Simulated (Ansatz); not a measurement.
# MnSb: what the fields show

Input file:

```
crystal:
  lattice:
    - [4.15, 0.0, 0.0]
    - [-2.075, 3.5940054257, 0.0]
    - [0.0, 0.0, 5.78]
  atoms:
    - { symbol: Sb, position: [0.6666666667, 0.3333333333, 0.75] }
    - { symbol: Sb, position: [0.3333333333, 0.6666666667, 0.25] }
    - { symbol: Mn, position: [0.0, 0.0, 0.5], spin: 3.999, spin_axis: [2.309, 2.309, 2.309] }
    - { symbol: Mn, position: [0.0, 0.0, 0.0], spin: 3.999, spin_axis: [2.309, 2.309, 2.309] }
hamiltonian:
  xc: pbesol
  pseudopotentials: { kind: paw_fr }
magnetization:
  noncollinear: true
  spin_orbit: true
kpoints:
  mp_grid: { grid: [5, 5, 4] }
  band_path:
    path:
      - [[0.0, 0.0, 0.0], [0.5, 0.0, 0.0], [0.3333333333, 0.3333333333, 0.0], [0.0, 0.0, 0.0], [0.0, 0.0, 0.5], [0.5, 0.0, 0.5], [0.3333333333, 0.3333333333, 0.5], [0.0, 0.0, 0.5]]
      - [[0.5, 0.0, 0.5], [0.5, 0.0, 0.0]]
      - [[0.3333333333, 0.3333333333, 0.0], [0.3333333333, 0.3333333333, 0.5]]
    npoints: 14
scf:
  occupations: { method: fermi_dirac, width: 0.05 }
  n_extra_bands: 10
output:
  forces: true
  stress: true
  eigenvalues: true
  fatbands: true
  write_density: true
  write_potential: true
  elf: true
  volumetric_format: npy
```

Command:

```sh
ansatz run input.yaml --threads 2 --pin off --max-ram 5632MiB --backend cpu --events-out ev --progress --plain --runs-dir out
```

Space group P6₃/mmc; computed pressure about −7 GPa in this cell.

All numbers below come from Ansatz 0.2.0, Kohn-Sham DFT of a periodic cell, PBEsol, spin-orbit coupling, Ansatz PAW.

In a PAW calculation such maps are meaningful between the atoms, not at the nuclei.

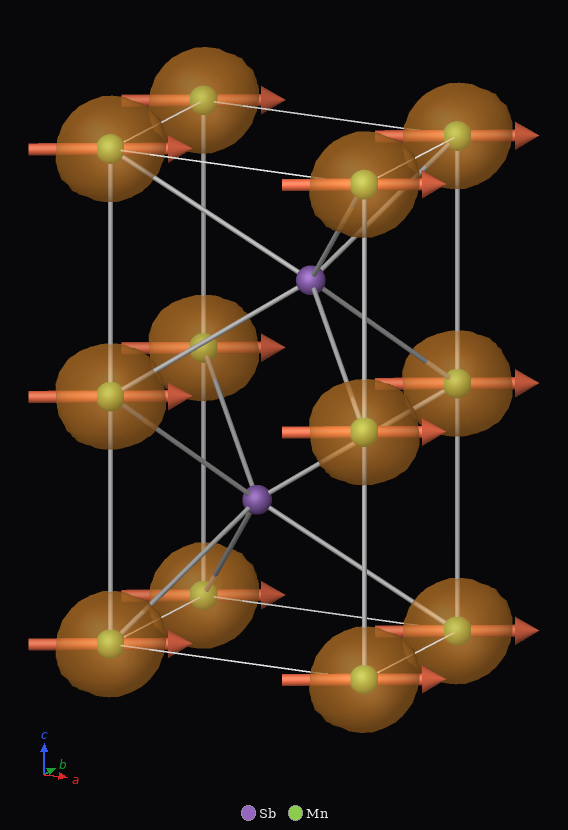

Figure 1. Isosurface of the size of the magnetisation density at 0.8 e/Å³ (orange), with the spin moments of the magnetic sites as arrows; seen slightly off an axis.

How are the spin moments arranged, and how large are they?

Spin moments: Mn 3.2 μB. All point the same way (ferromagnetic).

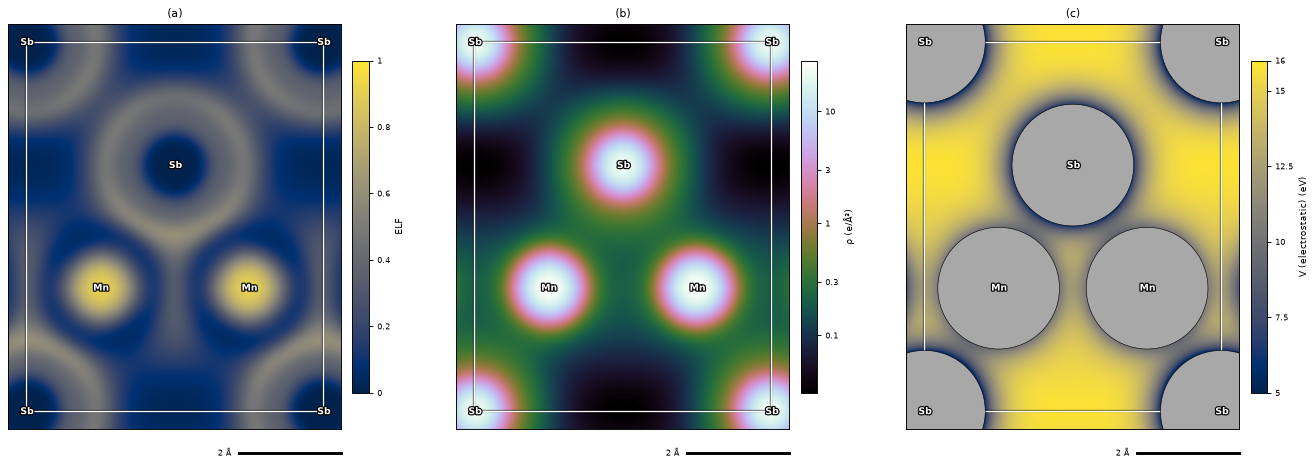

Figure 2. (a) electron localisation function; (b) valence pseudo-density; (c) electrostatic potential energy of an electron on the (110) plane of the calculation cell. Grey discs cover the atomic cores in the potential map.

Interpret the plot.

- The section cuts through Sb and Mn sites.
- Mn–Sb (2.80 Å): ρ at the midpoint is about 0.3 e/Å³; the ELF reaches about 0.55 near the midpoint.
- Mn–Mn (2.89 Å): ρ is about 0.21 e/Å³ halfway; the ELF is about 0.30 at the midpoint.
- Between the atoms the lowest density in this plane is 0.03 e/Å³.
- The features right at Mn lie inside the PAW spheres, where the map follows smoothed inner orbitals and isn't to be read closely.
- Outside the cores the potential energy rises away from the atoms and is highest about 2.4 Å from the nearest atoms; its zero is arbitrary.

Does the calculation make it a metal, or give it a gap?

It is metallic or semimetallic at this level of theory: no gap opens.
